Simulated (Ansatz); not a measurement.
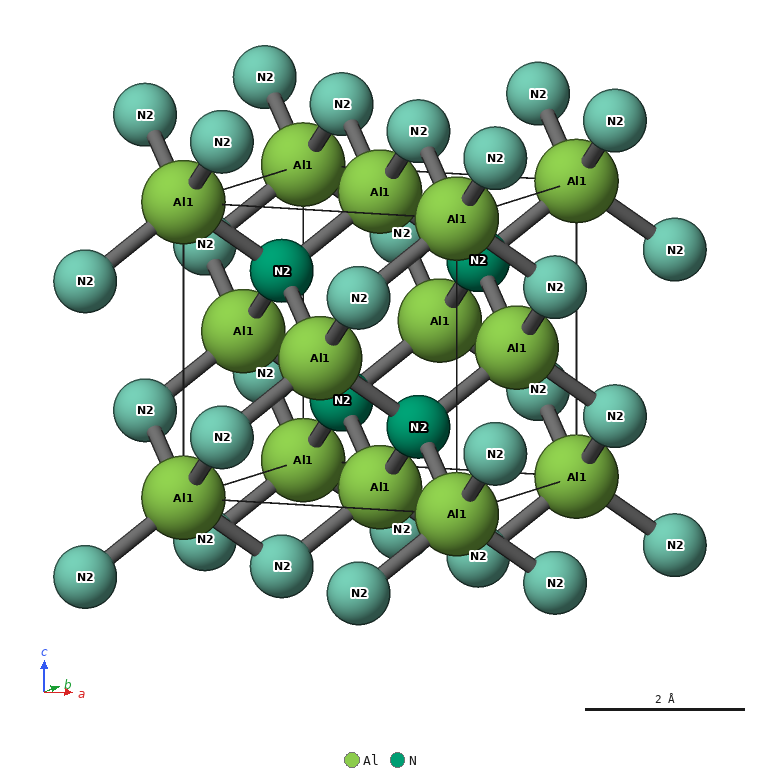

The structure as given in the input (ball-and-stick view of the cell 4 times as large as that of the calculation, set on its symmetry axes, seen slightly off an axis; neighbours outside the cell are drawn fainter; atoms are numbered from 1 in the order of the input). An atom can appear more than once, as a periodic image. Near neighbours in the periodic cell (some may lie outside the picture): Al has 4 N at 1.63 Å; N has 4 Al at 1.63 Å.

## What a change does: single-point calculation on AlN

System: AlN (F-43m, 2 atoms in the cell).
Method of the first run: DFT, PBEsol, all-electron LAPW, scalar-relativistic, no spin polarisation (Ansatz 0.2.0).

Its volume is 0.64 times that of the source entry. Text and figures count atoms from 1; the logs count them from 0 in places.

**Input file, the first run**
```yaml
crystal:
  lattice:
    - [0.0, 1.8862471766, 1.8862471766]
    - [1.8862471766, 0.0, 1.8862471766]
    - [1.8862471766, 1.8862471766, 0.0]
  atoms:
    - { symbol: Al, position: [0.0, 0.0, 0.0] }
    - { symbol: "N", position: [0.25, 0.25, 0.25] }
kpoints:
  mp_grid: { grid: [15, 15, 15] }
scf:
  occupations: { method: fermi_dirac, width: 0.08 }
hamiltonian:
  xc: pbesol
  pseudopotentials: { kind: all_electron, lapw: { basis_error: 0.001 } }
output:
  forces: true
  stress: true
  eigenvalues: true
  populations: true
```

Launched with:
```bash
ansatz run input.yaml --threads 1 --pin off --max-ram 2048MiB --backend cpu --events-out ev --progress --plain --runs-dir out
```

Hardware: 1 thread of Arm Neoverse V1, 112 GiB of memory available, shared host.

**Output, shortened to warnings, some set-up lines, iterations and results (the first run)**
```
Basis set: ecut = 516.6318869480461 eV, 339 PW (Γ), exchange–correlation at level 2
Symmetry: 24 space group operations
k-points: 120 of 3375 (time reversal used)
Initial density: superposition of atomic densities (chi_scale 0.1, normalization cell, long waves kept (reshape's long-wave potential 0.00 eV rms))
[...]
SCF iter   1: F=—  HF=-8082.256501 eV  |F-HF|=—  |Δ(HF+E_count)|=         —  Δρ=2.49e-1  dr2=7.63e0  ethr=4.24e-2  ⟨swp⟩=2.0  Hψ=10958  notcnv=0
SCF iter   2: F=—  HF=-8078.767220 eV  |F-HF|=—  |Δ(HF+E_count)|=    3.49e0  Δρ=4.05e-2  dr2=6.80e-2  ethr=3.76e-4  ⟨swp⟩=2.0  Hψ=8261  notcnv=0
SCF iter   3: F=—  HF=-8078.667004 eV  |F-HF|=—  |Δ(HF+E_count)|=         —  Δρ=1.90e-2  dr2=2.76e-2  ethr=3.76e-4  ⟨swp⟩=3.0  Hψ=4771  notcnv=0
SCF iter   4: F=—  HF=-8078.661085 eV  |F-HF|=—  |Δ(HF+E_count)|=   5.92e-3  Δρ=9.02e-4  dr2=4.61e-5  ethr=1.53e-4  ⟨swp⟩=2.0  Hψ=3861  notcnv=0
SCF iter   5: F=—  HF=-8078.661062 eV  |F-HF|=—  |Δ(HF+E_count)|=   2.27e-5  Δρ=2.28e-4  dr2=3.20e-6  ethr=2.56e-7  ⟨swp⟩=3.0  Hψ=4187  notcnv=0
SCF iter   6: F=—  HF=-8078.661062 eV  |F-HF|=—  |Δ(HF+E_count)|=   3.38e-7  Δρ=6.57e-5  dr2=1.84e-7  ethr=1.78e-8  ⟨swp⟩=2.4  Hψ=3880  notcnv=0
SCF iter   7: F=-8078.661062 eV  HF=-8078.661062 eV  |F-HF|=5.69e-9  |Δ(HF+E_count)|=   1.88e-7  Δρ=9.16e-6  dr2=4.02e-9  ethr=1.02e-9  ⟨swp⟩=2.9  Hψ=4080  notcnv=0
SCF 1 converged in 7 iterations: F = -8078.661062 eV  dr2 = 4.02e-9
SCF converged after 7 iterations
Free energy (F): -8078.661062 eV
Harris-Foulkes:  -8078.661062 eV  (|F-HF|=5.69e-9)
Internal energy: -8078.661062 eV  (E = F + TS)
E sigma→0 (E₀):  -8078.661062 eV
Fermi energy:    16.574995 eV
--- Per-component energies (eV) ---
  E_band       = -1076.653553
  E_kinetic    = 8137.659630
  E_xc         = -688.258407
  E_electrostatic = -15528.062286  (all electrons and nuclei)
  E_smearing   = -0.000000  (= −TS)
  E_closure    = 0.000000  (closes the sum)
  E_atoms      = -8066.480992  (free atoms, spherical and without spin; not in F)
  Σ components = -8078.661062   (vs F -8078.661062, Δ=0.00e0)
  Basis errors (estimates in eV, not in F): energy 5.2e-4 per atom: plane waves 4.7e-4 (2.9e-4 summed), levels above the bands 2.6e-90, relativity 2.3e-8, radial functions 4.5e-5, core shells 4.5e-10; eigenvalues (radial functions only) 6.1e-6; not estimated: angular momenta, meshes, grids; target …
--- Forces (eV/Å), atoms counted from 1 ---
  atom   1  Al     0.00000000    -0.00000000    -0.00000000
  atom   2  N     -0.00000000     0.00000000    -0.00000000
  max |Σ_I F_I| component: 1.11e-16 eV/Å
--- Stress (GPa, compression-positive) ---
      208.317330      -0.000000      -0.000000
       -0.000000     208.317330       0.000000
       -0.000000       0.000000     208.317330
  P = ⅓ Tr σ = 208.3173 GPa (2083.173 kbar)
--- Löwdin populations: 2 sites ---
  site symbol       q [e]
     0     Al     11.8143
     1      N      8.1140
  spilling = 0.003586 (of n_electrons = 20.000000)
```

For the second run the input was changed thus:
```diff
+  convergence: { dr2_threshold: 0.0001 }
-  xc: pbesol
+  xc: revpbe
```

How does the second run compare with the first run?

The total energies belong to different methods, so their difference says nothing on which is more stable or more accurate. The gap on the mesh goes from 3.33 to 3.50 eV. The pressure goes from 208.32 to 221.50 GPa. The functional changes from PBEsol to revPBE. Along LDA, PBEsol, PBE and RPBE the binding weakens and the preferred volume grows, so the same cell is under more pressure with the later ones. The SCF takes 5 iterations against 7.

**Output, shortened to warnings, some set-up lines, iterations and results (the second run)**
```
Warning: scf.convergence.dr2_threshold = 1e-4 eV is looser than this run's default, which is 1e-7 eV or tighter. The error in the forces grows as the threshold's square root, so leave the key out unless less accurate forces are enough
Warning: output.stress: scf.convergence.dr2_threshold = 1e-4 eV is looser than the 1e-7 eV advised for a printed stress on datasets or a basis made for the crystal, by an estimate of what a threshold leaves in their stress. Set scf.convergence.dr2_threshold to 1e-7 eV or tighter
Basis set: ecut = 516.978441967784 eV, 339 PW (Γ), exchange–correlation at level 2
Symmetry: 24 space group operations
k-points: 120 of 3375 (time reversal used)
Initial density: superposition of atomic densities (chi_scale 0.1, normalization cell, long waves kept (reshape's long-wave potential 0.00 eV rms))
[...]
SCF iter   1: F=—  HF=-8103.203569 eV  |F-HF|=—  |Δ(HF+E_count)|=         —  Δρ=2.51e-1  dr2=7.72e0  ethr=4.29e-2  ⟨swp⟩=2.0  Hψ=10926  notcnv=0
SCF iter   2: F=—  HF=-8099.724519 eV  |F-HF|=—  |Δ(HF+E_count)|=    3.48e0  Δρ=3.89e-2  dr2=5.83e-2  ethr=3.22e-4  ⟨swp⟩=2.0  Hψ=8254  notcnv=0
SCF iter   3: F=—  HF=-8099.655782 eV  |F-HF|=—  |Δ(HF+E_count)|=         —  Δρ=1.95e-2  dr2=2.93e-2  ethr=3.22e-4  ⟨swp⟩=3.0  Hψ=4752  notcnv=0
SCF iter   4: F=—  HF=-8099.659618 eV  |F-HF|=—  |Δ(HF+E_count)|=   3.84e-3  Δρ=1.29e-3  dr2=1.28e-4  ethr=1.63e-4  ⟨swp⟩=2.0  Hψ=4322  notcnv=0
SCF iter   5: F=-8099.659666 eV  HF=-8099.659660 eV  |F-HF|=5.63e-6  |Δ(HF+E_count)|=   4.16e-5  Δρ=2.70e-4  dr2=3.45e-6  ethr=7.12e-7  ⟨swp⟩=3.0  Hψ=4204  notcnv=0
SCF 1 converged in 5 iterations: F = -8099.659666 eV  dr2 = 3.45e-6
SCF converged after 5 iterations
Free energy (F): -8099.659666 eV
Harris-Foulkes:  -8099.659660 eV  (|F-HF|=5.63e-6)
Internal energy: -8099.659666 eV  (E = F + TS)
E sigma→0 (E₀):  -8099.659666 eV
Fermi energy:    16.839537 eV
--- Per-component energies (eV) ---
  E_band       = -1079.464545
  E_kinetic    = 8164.331278
  E_xc         = -710.554788
  E_electrostatic = -15553.436155  (all electrons and nuclei)
  E_smearing   = -0.000000  (= −TS)
  E_closure    = 0.000000  (closes the sum)
  E_atoms      = -8089.323267  (free atoms, spherical and without spin; not in F)
  Σ components = -8099.659666   (vs F -8099.659666, Δ=0.00e0)
  Basis errors (estimates in eV, not in F): energy 5.3e-4 per atom: plane waves 4.8e-4 (3.0e-4 summed), levels above the bands 4.4e-91, relativity 1.9e-8, radial functions 4.9e-5, core shells 4.2e-10; eigenvalues (radial functions only) 6.3e-6; not estimated: angular momenta, meshes, grids; target …
--- Forces (eV/Å), atoms counted from 1 ---
  atom   1  Al     0.00000000    -0.00000000     0.00000000
  atom   2  N     -0.00000000     0.00000000    -0.00000000
  max |Σ_I F_I| component: 1.85e-16 eV/Å
--- Stress (GPa, compression-positive) ---
      221.502193       0.000000      -0.000000
        0.000000     221.502193       0.000000
       -0.000000       0.000000     221.502193
  P = ⅓ Tr σ = 221.5022 GPa (2215.022 kbar)
--- Löwdin populations: 2 sites ---
  site symbol       q [e]
     0     Al     11.7879
     1      N      8.1418
  spilling = 0.003516 (of n_electrons = 20.000000)
```

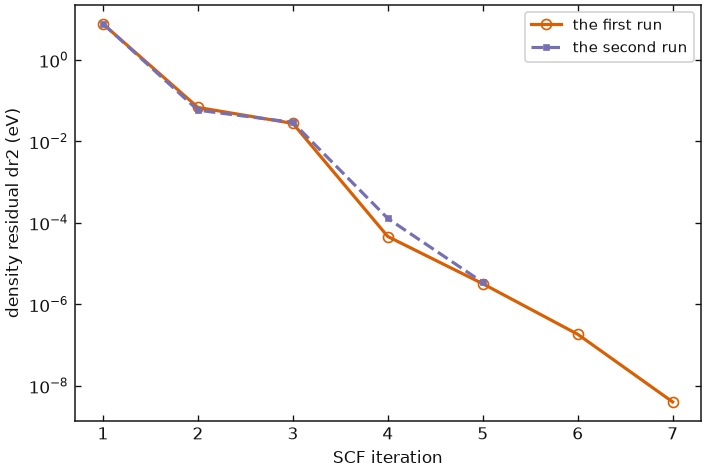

Convergence of the two runs: density residual dr2 against the SCF iteration. The first run takes 7 iterations in all, and the second run takes 5.

**The two runs side by side**

| quantity | the first run | the second run |
| --- | --- | --- |
| outcome | converged | converged |
| free energy per atom (eV) | −4039.3305 | −4049.8298 |
| gap on the mesh (eV) | 3.33 | 3.50 |
| pressure (GPa) | 208.32 | 221.50 |
| largest force (eV/Å) | 0.000 | 0.000 |
| SCF iterations | 7 | 5 |
| irreducible k-points | 120 | 120 |
| plane waves at Γ | 339 | 339 |
| wall time (shared host) | 29 s | 25 s |

For the first run: The cell is under a pressure of 208 GPa at this level, so it is not at its equilibrium volume. For the second run: These settings are looser than, or depart from, a standard set-up, so the numbers are not reference values for this system. Warnings: the SCF threshold is loose for the printed forces; the SCF threshold is looser than advised for the printed stress. So coarse a mesh can miss the band edges, so the true gap of this method can be much smaller, or zero.
